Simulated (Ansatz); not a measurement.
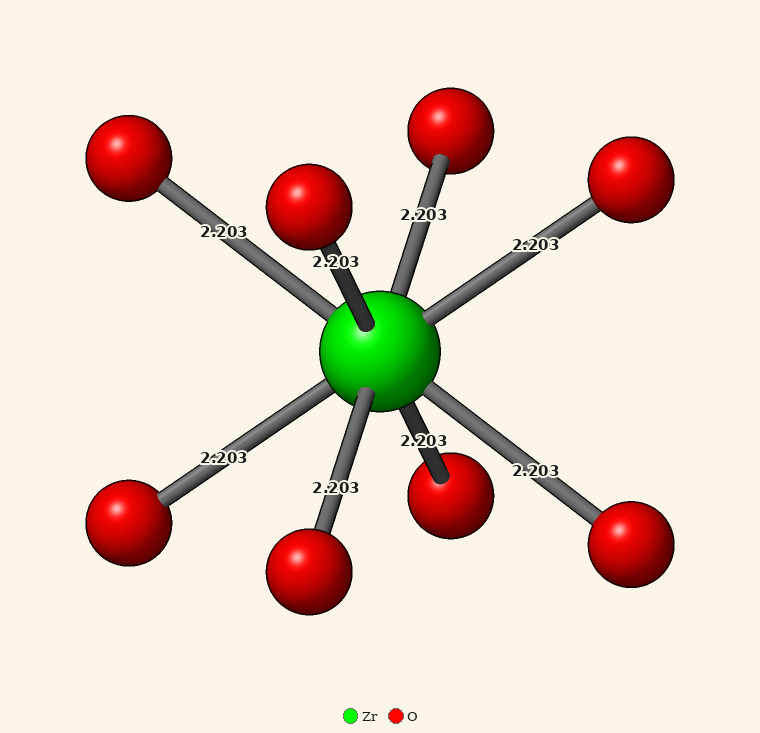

The surroundings of site Zr1 (at 0.500, 0.000, 0.000) in ZrO2 in space group Fm-3m, with bond lengths in Å.

Source of the atomic positions: coordinates from a relaxation with DFT PBE+D3(BJ), scalar-relativistic, plane waves, PAW in Ansatz; the starting structure was generated, so it need not be a known form of this composition.

```yaml
crystal:
  lattice:
    - [5.08775, 0.00000, 0.00000]
    - [0.00000, 5.08775, 0.00000]
    - [0.00000, 0.00000, 5.08775]
  atoms:
    - { symbol: Zr, position: [0.50000, 0.00000, 0.00000] }
    - { symbol: O, position: [0.25000, 0.25000, 0.75000] }
    - { symbol: O, position: [0.25000, 0.75000, 0.75000] }
    - { symbol: Zr, position: [0.50000, 0.50000, 0.50000] }
    - { symbol: O, position: [0.25000, 0.75000, 0.25000] }
    - { symbol: O, position: [0.25000, 0.25000, 0.25000] }
    - { symbol: Zr, position: [0.00000, 0.00000, 0.50000] }
    - { symbol: O, position: [0.75000, 0.25000, 0.25000] }
    - { symbol: O, position: [0.75000, 0.75000, 0.25000] }
    - { symbol: Zr, position: [0.00000, 0.50000, 0.00000] }
    - { symbol: O, position: [0.75000, 0.75000, 0.75000] }
    - { symbol: O, position: [0.75000, 0.25000, 0.75000] }
```

Bond valence s = exp((R0 − d)/b), R0 fitted to published crystal structures with b = 0.37 Å; R0 in Å: Zr4+–O 1.933.

Calculate the bond-valence sum of Zr1 from the bonds drawn.

Answer. 8 × 0.482 = 3.86 v.u., against a formal valence of 4: underbonded (bonds long for this ion) by 0.14.

And over the whole structure?

Answer.
```tsv
site	x, y, z	formal valence	bond-valence sum	difference
Zr1	0.500, 0.000, 0.000	+4	3.91	-0.09
O1	0.250, 0.250, 0.750	−2	1.95	-0.05
```

These sums include all anions within 5 Å. The global instability index (root mean square of the differences over all atoms) is 0.07 v.u.: little strain. Cells relaxed with PBE tend to have slightly long bonds, which lowers the sums.
